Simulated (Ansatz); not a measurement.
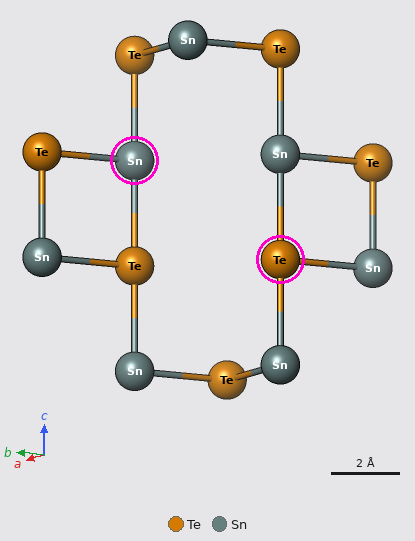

Perfect SnTe. The picture is a ball-and-stick view of the atoms within 5.4 Å of one point, in a slice 3.4 Å thick across the line of sight, seen from a free direction.

Method: DFT, PBEsol, PAW, plane waves (Ansatz). Settings: plane-wave cutoff 420 eV; k-point mesh 1 × 1 × 1; mesh shifted by (0.25, 0.25, 0.25); collinear spin. Fermi-Dirac smearing of 0.01 eV. The axes drawn are those of the host's conventional cell.

A tin atom is taken out (a vacancy) and a tellurium atom is taken out (a vacancy), the two sites 5.4 Å apart at the ringed places, in charge state 0. The supercell has 64 sites, and the atoms are relaxed at the host's cell.

Predict the relaxed surroundings of the defect.

Answer. Around the empty Sn site the host had 6 Te at 3.14 Å; after relaxation the nearest atoms are 6 Te at 3.09 to 3.18 Å. Around the empty Te site the host had 6 Sn at 3.14 Å; after relaxation the nearest atoms are 6 Sn at 2.77 to 3.17 Å. Of the host's atoms, a tin atom moves furthest from its site, by 0.56 Å. The cell ends without a net magnetic moment.

The relaxed defect, seen from the same direction:

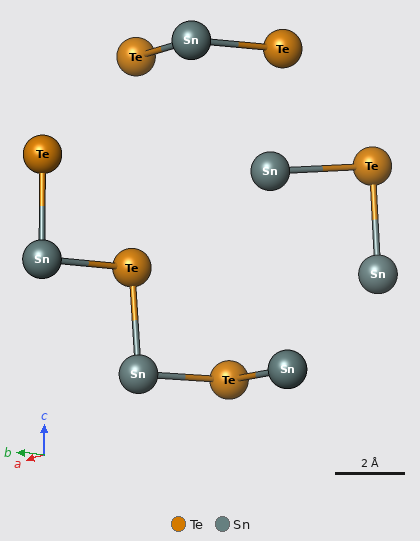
